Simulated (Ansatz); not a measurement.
# Si128: single-point calculation (part 1 of 2)

- system: Si128 (Fd-3m, 128 atoms in the cell)
- method: DFT, HSE06, PAW, plane waves (Ansatz 0.2.0)

The structure was built on a prototype by a generator.

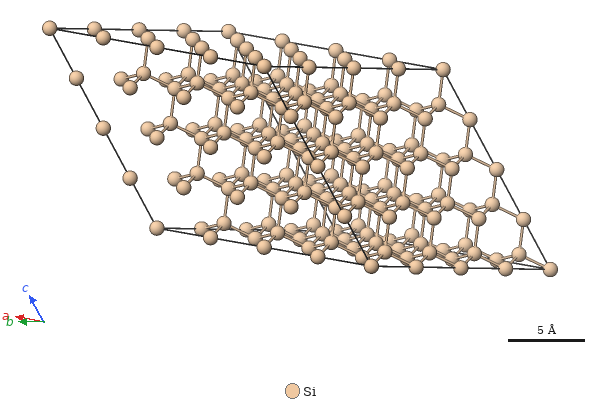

**Figure 1.** The input geometry (ball-and-stick view of the cell of the calculation, seen at an oblique angle). Near neighbours in the crystal (not all of them lie inside the picture): Si has 4 Si at 2.35 Å.

## Results in brief

| quantity | value |
| --- | --- |
| outcome | converged |
| space group (tolerance 0.01 Å) | Fd-3m (227) |
| electrons treated | 512 |
| free energy | −81434.6717 eV |
| Fermi energy | 6.542 eV |
| largest force (length of the vector) | under 0.001 eV/Å |
| hardware | 7 CPU threads, shared host |
| wall time | 16 min (CPU time 1.8 h) |
| peak memory | 18 GiB |

The k-point mesh is coarse for a cell of this size, so the results may not be converged.

## Input
```yaml
crystal:
  lattice:
    - [0.000000, 10.865579, 10.865579]
    - [10.865579, 0.000000, 10.865579]
    - [10.865579, 10.865579, 0.000000]
  atoms:
    - { symbol: Si, position: [0.000000, 0.000000, 0.000000] }
    - { symbol: Si, position: [0.500000, 0.000000, 0.000000] }
    - { symbol: Si, position: [0.000000, 0.500000, 0.000000] }
    - { symbol: Si, position: [0.000000, 0.000000, 0.500000] }
    - { symbol: Si, position: [0.250000, 0.250000, 0.250000] }
    - { symbol: Si, position: [0.500000, 0.500000, 0.000000] }
    - { symbol: Si, position: [0.500000, 0.000000, 0.500000] }
    - { symbol: Si, position: [0.750000, 0.250000, 0.250000] }
    - { symbol: Si, position: [0.000000, 0.500000, 0.500000] }
    - { symbol: Si, position: [0.250000, 0.750000, 0.250000] }
    - { symbol: Si, position: [0.250000, 0.250000, 0.750000] }
    - { symbol: Si, position: [0.500000, 0.500000, 0.500000] }
    - { symbol: Si, position: [0.750000, 0.750000, 0.250000] }
    - { symbol: Si, position: [0.750000, 0.250000, 0.750000] }
    - { symbol: Si, position: [0.250000, 0.750000, 0.750000] }
    - { symbol: Si, position: [0.750000, 0.750000, 0.750000] }
    - { symbol: Si, position: [0.062500, 0.062500, 0.062500] }
    - { symbol: Si, position: [0.562500, 0.062500, 0.062500] }
    - { symbol: Si, position: [0.062500, 0.562500, 0.062500] }
    - { symbol: Si, position: [0.062500, 0.062500, 0.562500] }
    - { symbol: Si, position: [0.312500, 0.312500, 0.312500] }
    - { symbol: Si, position: [0.562500, 0.562500, 0.062500] }
    - { symbol: Si, position: [0.562500, 0.062500, 0.562500] }
    - { symbol: Si, position: [0.812500, 0.312500, 0.312500] }
    - { symbol: Si, position: [0.062500, 0.562500, 0.562500] }
    - { symbol: Si, position: [0.312500, 0.812500, 0.312500] }
    - { symbol: Si, position: [0.312500, 0.312500, 0.812500] }
    - { symbol: Si, position: [0.562500, 0.562500, 0.562500] }
    - { symbol: Si, position: [0.812500, 0.812500, 0.312500] }
    - { symbol: Si, position: [0.812500, 0.312500, 0.812500] }
    - { symbol: Si, position: [0.312500, 0.812500, 0.812500] }
    - { symbol: Si, position: [0.812500, 0.812500, 0.812500] }
    - { symbol: Si, position: [0.000000, 0.000000, 0.250000] }
    - { symbol: Si, position: [0.250000, 0.250000, 0.000000] }
    - { symbol: Si, position: [0.500000, 0.000000, 0.250000] }
    - { symbol: Si, position: [0.750000, 0.250000, 0.000000] }
    - { symbol: Si, position: [0.000000, 0.500000, 0.250000] }
    - { symbol: Si, position: [0.250000, 0.750000, 0.000000] }
    - { symbol: Si, position: [0.000000, 0.000000, 0.750000] }
    - { symbol: Si, position: [0.250000, 0.250000, 0.500000] }
    - { symbol: Si, position: [0.500000, 0.500000, 0.250000] }
    - { symbol: Si, position: [0.750000, 0.750000, 0.000000] }
    - { symbol: Si, position: [0.500000, 0.000000, 0.750000] }
    - { symbol: Si, position: [0.750000, 0.250000, 0.500000] }
    - { symbol: Si, position: [0.000000, 0.500000, 0.750000] }
    - { symbol: Si, position: [0.250000, 0.750000, 0.500000] }
    - { symbol: Si, position: [0.500000, 0.500000, 0.750000] }
    - { symbol: Si, position: [0.750000, 0.750000, 0.500000] }
    - { symbol: Si, position: [0.062500, 0.062500, 0.312500] }
    - { symbol: Si, position: [0.312500, 0.312500, 0.062500] }
    - { symbol: Si, position: [0.562500, 0.062500, 0.312500] }
    - { symbol: Si, position: [0.812500, 0.312500, 0.062500] }
    - { symbol: Si, position: [0.062500, 0.562500, 0.312500] }
    - { symbol: Si, position: [0.312500, 0.812500, 0.062500] }
    - { symbol: Si, position: [0.062500, 0.062500, 0.812500] }
    - { symbol: Si, position: [0.312500, 0.312500, 0.562500] }
    - { symbol: Si, position: [0.562500, 0.562500, 0.312500] }
    - { symbol: Si, position: [0.812500, 0.812500, 0.062500] }
    - { symbol: Si, position: [0.562500, 0.062500, 0.812500] }
    - { symbol: Si, position: [0.812500, 0.312500, 0.562500] }
    - { symbol: Si, position: [0.062500, 0.562500, 0.812500] }
    - { symbol: Si, position: [0.312500, 0.812500, 0.562500] }
    - { symbol: Si, position: [0.562500, 0.562500, 0.812500] }
    - { symbol: Si, position: [0.812500, 0.812500, 0.562500] }
    - { symbol: Si, position: [0.000000, 0.250000, 0.000000] }
    - { symbol: Si, position: [0.250000, 0.000000, 0.250000] }
    - { symbol: Si, position: [0.500000, 0.250000, 0.000000] }
    - { symbol: Si, position: [0.750000, 0.000000, 0.250000] }
    - { symbol: Si, position: [0.000000, 0.750000, 0.000000] }
    - { symbol: Si, position: [0.000000, 0.250000, 0.500000] }
    - { symbol: Si, position: [0.250000, 0.500000, 0.250000] }
    - { symbol: Si, position: [0.500000, 0.750000, 0.000000] }
    - { symbol: Si, position: [0.250000, 0.000000, 0.750000] }
    - { symbol: Si, position: [0.500000, 0.250000, 0.500000] }
    - { symbol: Si, position: [0.750000, 0.500000, 0.250000] }
    - { symbol: Si, position: [0.750000, 0.000000, 0.750000] }
    - { symbol: Si, position: [0.000000, 0.750000, 0.500000] }
    - { symbol: Si, position: [0.250000, 0.500000, 0.750000] }
    - { symbol: Si, position: [0.500000, 0.750000, 0.500000] }
    - { symbol: Si, position: [0.750000, 0.500000, 0.750000] }
    - { symbol: Si, position: [0.062500, 0.312500, 0.062500] }
    - { symbol: Si, position: [0.312500, 0.062500, 0.312500] }
    - { symbol: Si, position: [0.562500, 0.312500, 0.062500] }
    - { symbol: Si, position: [0.812500, 0.062500, 0.312500] }
    - { symbol: Si, position: [0.062500, 0.812500, 0.062500] }
    - { symbol: Si, position: [0.062500, 0.312500, 0.562500] }
    - { symbol: Si, position: [0.312500, 0.562500, 0.312500] }
    - { symbol: Si, position: [0.562500, 0.812500, 0.062500] }
    - { symbol: Si, position: [0.312500, 0.062500, 0.812500] }
    - { symbol: Si, position: [0.562500, 0.312500, 0.562500] }
    - { symbol: Si, position: [0.812500, 0.562500, 0.312500] }
    - { symbol: Si, position: [0.812500, 0.062500, 0.812500] }
    - { symbol: Si, position: [0.062500, 0.812500, 0.562500] }
    - { symbol: Si, position: [0.312500, 0.562500, 0.812500] }
    - { symbol: Si, position: [0.562500, 0.812500, 0.562500] }
    - { symbol: Si, position: [0.812500, 0.562500, 0.812500] }
    - { symbol: Si, position: [0.250000, 0.000000, 0.000000] }
    - { symbol: Si, position: [0.750000, 0.000000, 0.000000] }
    - { symbol: Si, position: [0.000000, 0.250000, 0.250000] }
    - { symbol: Si, position: [0.250000, 0.500000, 0.000000] }
    - { symbol: Si, position: [0.250000, 0.000000, 0.500000] }
    - { symbol: Si, position: [0.500000, 0.250000, 0.250000] }
    - { symbol: Si, position: [0.750000, 0.500000, 0.000000] }
    - { symbol: Si, position: [0.750000, 0.000000, 0.500000] }
    - { symbol: Si, position: [0.000000, 0.750000, 0.250000] }
    - { symbol: Si, position: [0.000000, 0.250000, 0.750000] }
    - { symbol: Si, position: [0.250000, 0.500000, 0.500000] }
    - { symbol: Si, position: [0.500000, 0.750000, 0.250000] }
    - { symbol: Si, position: [0.500000, 0.250000, 0.750000] }
    - { symbol: Si, position: [0.750000, 0.500000, 0.500000] }
    - { symbol: Si, position: [0.000000, 0.750000, 0.750000] }
    - { symbol: Si, position: [0.500000, 0.750000, 0.750000] }
    - { symbol: Si, position: [0.312500, 0.062500, 0.062500] }
    - { symbol: Si, position: [0.812500, 0.062500, 0.062500] }
    - { symbol: Si, position: [0.062500, 0.312500, 0.312500] }
    - { symbol: Si, position: [0.312500, 0.562500, 0.062500] }
    - { symbol: Si, position: [0.312500, 0.062500, 0.562500] }
    - { symbol: Si, position: [0.562500, 0.312500, 0.312500] }
    - { symbol: Si, position: [0.812500, 0.562500, 0.062500] }
    - { symbol: Si, position: [0.812500, 0.062500, 0.562500] }
    - { symbol: Si, position: [0.062500, 0.812500, 0.312500] }
    - { symbol: Si, position: [0.062500, 0.312500, 0.812500] }
    - { symbol: Si, position: [0.312500, 0.562500, 0.562500] }
    - { symbol: Si, position: [0.562500, 0.812500, 0.312500] }
    - { symbol: Si, position: [0.562500, 0.312500, 0.812500] }
    - { symbol: Si, position: [0.812500, 0.562500, 0.562500] }
    - { symbol: Si, position: [0.062500, 0.812500, 0.812500] }
    - { symbol: Si, position: [0.562500, 0.812500, 0.812500] }
kpoints:
  mp_grid: { grid: [1, 1, 1] }
hamiltonian:
  xc: hse06
scf:
  occupations: { method: fermi_dirac, width: 0.01 }
output:
  forces: true
  eigenvalues: true
  populations: true
  eigenstates: { kpoints: [[0, 0, 0]], e_range: [-6.0, 6.0], localisation: true }
```

## Log
```
Pseudopotentials: kind: paw
Functional definition: HSE06
  parameter a = 0.25
  parameter omega = 0.11/bohr
  exchange = pbe_x - a*pbe_x_sr(omega) + a*exact_x_sr(omega)
  correlation = pbe_c
Crystal: 128 atoms, lattice volume = 2565.598 Å³
Basis set: ecut = 420 eV, 50237 PW (Γ), exchange–correlation on 216×216×216 points (8 copies of the dense FFT grid, shifted against one another)
Bands: 384, of which v1, the nominal top of the filled ones, is band 256 counted from 1 (255 counted from 0)
Symmetry: 3072 space group operations
Space group: Fd-3m (ITA 227), of the structure as read, at distance tolerance 1.4e-4 Å
k-points: 1
Non-local potential: Si, projectors of the file, l = 0: 2, l = 1: 2, l = 2: 2
PAW form: soft (Blöchl's): semilocal exchange-correlation on the pseudo side does not see the compensation charge
PAW frozen core: Si, regenerated for the run's functional, and the local potential with it (the file was generated under x = pbe(κ = 0.804, μ = 0.2195149727645171), c = pbe(β = 0.06672455060314922))
PAW one-centre angular grid: Si, 110 points (default); XC on 64 Gauss nodes
Initial density: superposition of atomic densities (neutral atoms: chi_scale 0, normalization atom), corrected by the library's trained network
Initial wavefunctions: pseudopotential atomic-orbital guess
Functional: x = pbe(κ = 0.804, μ = 0.2195149727645171), c = pbe(β = 0.06672455060314922), warm-up for x = pbe(κ = 0.804, μ = 0.2195149727645171) + 0.25 (exact − pbe) at short range (hse, ω = 0.20786987370883472 Å⁻¹), c = pbe(β = 0.06672455060314922); HSE06 as pw.x's `hse` composes it (authors' and Libxc's form: `xc: wpbeh`)
SCF iter   1: F=—  HF=-81370.883302 eV  |F-HF|=—  |Δ(HF+E_count)|=         —  Δρ=1.56e-3  dr2=9.48e-2  ethr=1.77e-3  ⟨swp⟩=17.0  Hψ=2183  notcnv=1
preconditioner: auto → none  [insulator: Δε(μ)=0.704 eV  Ē_g=7.901 eV  σ=0.010 eV  W_gap=1.00  n_scr=410 (ndim 8)  ℏωp=16.6 eV  f_vac=0.000  D(μ)=0.00/eV (n_scr^D=0)]
SCF iter   2: F=—  HF=-81370.891586 eV  |F-HF|=—  |Δ(HF+E_count)|=   8.28e-3  Δρ=7.89e-4  dr2=2.07e-2  ethr=1.85e-5  ⟨swp⟩=6.0  Hψ=1276  notcnv=0  defer=34
iter 3 solved again at ethr=5.70e-8 eV; its pass at ethr=4.05e-6 eV (dr2=2.92e-4 eV) is discarded
SCF iter   3: F=—  HF=-81370.892508 eV  |F-HF|=—  |Δ(HF+E_count)|=   9.22e-4  Δρ=1.34e-4  dr2=3.67e-4  ethr=5.70e-8  ⟨swp⟩=8.0  Hψ=2093  notcnv=0  defer=27
eigensolver tolerance schedule calibrated: the retry pair's looser diagonalisation under-reported the residual by θ = 0.20 (0.11/decade); ethr = c·dr2/N_el runs at the constant in force after the calibration composes with the one it found (an armed cap, an earlier calibration), c = 8.2e-2
SCF iter   4: F=-81370.892517 eV  HF=-81370.892482 eV  |F-HF|=3.49e-5  |Δ(HF+E_count)|=   2.62e-5  Δρ=3.27e-5  dr2=1.58e-5  ethr=5.70e-8  ⟨swp⟩=20.0  Hψ=917  notcnv=3  defer=9
SCF 1 stopped early in 4 iterations: F = -81370.892517 eV  dr2 = 1.58e-5
  greatest PAW one-centre occupation: 0.625 electrons in one spin orbital (limit 2), on the Si atom at site 111 (counted from 0), in its partial waves of l = 0
Initial density: handed on by an earlier stage of this run
Initial wavefunctions: those handed on with the density
Functional: x = pbe(κ = 0.804, μ = 0.2195149727645171) + 0.25 (exact − pbe) at short range (hse, ω = 0.20786987370883472 Å⁻¹), c = pbe(β = 0.06672455060314922); HSE06 as pw.x's `hse` composes it (authors' and Libxc's form: `xc: wpbeh`)
Exchange kernel: α = 0.2500, screened, ω = 0.2079 Å⁻¹, Wigner–Seitz truncation, v(0) = 1020.5496 eV·Å³, q-mesh 1×1×1, nearest image of the exchange supercell L = 15.37 Å, pair-density grid 64×64×64, without the augmentation charges, whose exchange is taken in its separable form (sized by the pseudopotential files, 90×90×90 at the most), smooth part of the exchange summed in real space on grids 64×
Frozen-core exchange: fock
SCF iter   1: F=—  HF=-81434.560262 eV  |F-HF|=—  |Δ(HF+E_count)|=         —  Δρ=2.94e-3  dr2=1.72e-1  ethr=3.09e-8  ⟨swp⟩=12.0  Hψ=2652  notcnv=0
preconditioner: auto → none  [insulator: Δε(μ)=1.272 eV  Ē_g=9.101 eV  σ=0.010 eV  W_gap=1.00  n_scr=410 (ndim 8)  ℏωp=16.6 eV  f_vac=0.000  D(μ)=0.00/eV (n_scr^D=0)]
SCF iter   2: F=—  HF=-81434.491046 eV  |F-HF|=—  |Δ(HF+E_count)|=   6.92e-2  Δρ=1.35e-3  dr2=4.78e-2  ethr=3.09e-8  ⟨swp⟩=5.0  Hψ=1299  notcnv=0
SCF iter   3: F=—  HF=-81434.671412 eV  |F-HF|=—  |Δ(HF+E_count)|=   1.80e-1  Δρ=4.96e-4  dr2=4.64e-3  ethr=3.09e-8  ⟨swp⟩=5.0  Hψ=1576  notcnv=0
SCF iter   4: F=—  HF=-81434.669900 eV  |F-HF|=—  |Δ(HF+E_count)|=   1.51e-3  Δρ=5.20e-5  dr2=5.01e-4  ethr=3.09e-8  ⟨swp⟩=4.0  Hψ=1076  notcnv=0
SCF iter   5: F=-81434.674880 eV  HF=-81434.674980 eV  |F-HF|=1.00e-4  |Δ(HF+E_count)|=   5.08e-3  Δρ=9.33e-5  dr2=2.02e-4  ethr=5.67e-9  ⟨swp⟩=5.0  Hψ=1313  notcnv=0
SCF 2 stopped early in 5 iterations: F = -81434.674880 eV  dr2 = 2.02e-4
  greatest PAW one-centre occupation: 0.631 electrons in one spin orbital (limit 2), on the Si atom at site 111 (counted from 0), in its partial waves of l = 0
hybrid outer 1: dexx = +2.348e-1 eV, tail = 4.97e-4 eV
SCF iter   1: F=—  HF=-81434.671723 eV  |F-HF|=—  |Δ(HF+E_count)|=         —  Δρ=1.26e-5  dr2=4.88e-6  ethr=4.86e-7  ⟨swp⟩=8.0  Hψ=894  notcnv=0
preconditioner: auto → none  [insulator: Δε(μ)=1.315 eV  Ē_g=9.117 eV  σ=0.010 eV  W_gap=1.00  n_scr=410 (ndim 8)  ℏωp=16.6 eV  f_vac=0.000  D(μ)=0.00/eV (n_scr^D=0)]
SCF iter   2: F=—  HF=-81434.671723 eV  |F-HF|=—  |Δ(HF+E_count)|=   4.14e-7  Δρ=1.86e-6  dr2=2.50e-7  ethr=7.64e-10  ⟨swp⟩=4.0  Hψ=1005  notcnv=0
SCF iter   3: F=-81434.671724 eV  HF=-81434.671724 eV  |F-HF|=1.48e-8  |Δ(HF+E_count)|=   1.10e-6  Δρ=1.03e-6  dr2=2.84e-8  ethr=6.28e-12  ⟨swp⟩=6.0  Hψ=1320  notcnv=0
SCF 3 converged in 3 iterations: F = -81434.671724 eV  dr2 = 2.84e-8
  Residual-converged pass: ⟨swp⟩=2.0  Hψ=477  notcnv=0  max |occ|·‖R‖ = 6.6e-6 eV (tolerance 6.7e-6 eV)  dr2=2.83e-8  dr2_onsite=1.21e-9  max |Δocc| = 0.0e0
  greatest PAW one-centre occupation: 0.631 electrons in one spin orbital (limit 2), on the Si atom at site 127 (counted from 0), in its partial waves of l = 0
```

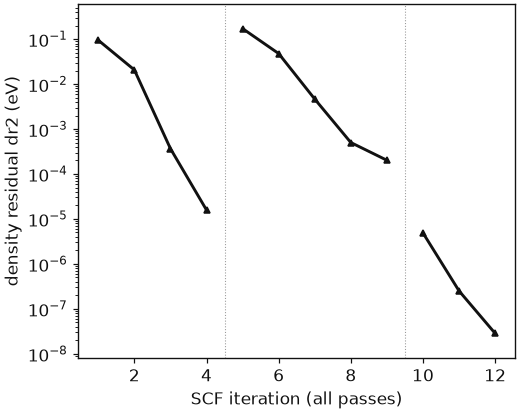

**Figure 2.** Convergence of the self-consistent field: density residual dr2 against the SCF iteration. The run starts with a semilocal functional; after that each stretch between dotted lines is one SCF of the hybrid functional between two exact rebuilds of the exchange operator by the outer loop. Early passes are stopped at a loose threshold. The passes take 4, 5 and 3 iterations.

```
hybrid outer 2: dexx = +1.274e-6 eV, tail = 5.97e-8 eV, Δε = 1.15e-3 eV (about 4.81e-5 eV left of the loop's levels)
NSCF: frozen V_eff on 1 k-points
hybrid SCF converged: 2 outer / 8 inner (+4 warm-up), last move |dexx| = 1.27e-6 eV, tail = 5.97e-8 eV
Stability not checked: this state was not tested for a lower state beside it, because the functional holds exact exchange (a hybrid, or Hartree-Fock), whose exchange loop this test does not read (fock_operator; see scf.lower_state_search)
Free energy (F): -81434.671724 eV
Harris-Foulkes:  -81434.671724 eV  (|F-HF|=1.48e-8)
Internal energy: -81434.671724 eV  (E = F + TS)
E sigma→0 (E₀):  -81434.671724 eV
Fermi energy:    6.541632 eV
```
